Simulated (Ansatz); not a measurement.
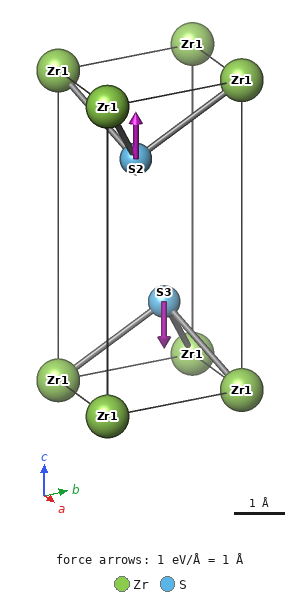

A changed version of a symmetric starting cell of ZrS₂ (made from another compound by putting Zr in place of Hf), with the computed forces as purple arrows. Besides, all lengths are scaled by +4.5 % (volume +14.1 %). A ball-and-stick model of the cell of the calculation, seen slightly off an axis.

These are results of Ansatz 0.2.0, DFT PBE, scalar-relativistic, plane waves, PAW, not measurements. Set-up: plane-wave cutoff 420 eV; k-point mesh 9 × 9 × 4; occupations gaussian; smearing width 0.02 eV; no spin polarisation.

How do the forces relate to the distortion?

The atoms keep their fractional coordinates. No relaxation follows. The starting cell wasn't computed here and needn't be at equilibrium, so pressure and forces aren't due to the change alone. Near-neighbour distances before and after: S–Zr 2.541 → 2.656 Å. The space group stays P-3m1 (No. 164). The pressure is −6.6 GPa (not all of it need come from the change, since the unchanged cell can be under pressure at this level too). The principal stresses (compression positive) are −5.5 GPa along c and −7.2 GPa across it. The largest forces, 0.97 eV/Å, act on S2 and S3; on S2 it points along +c.
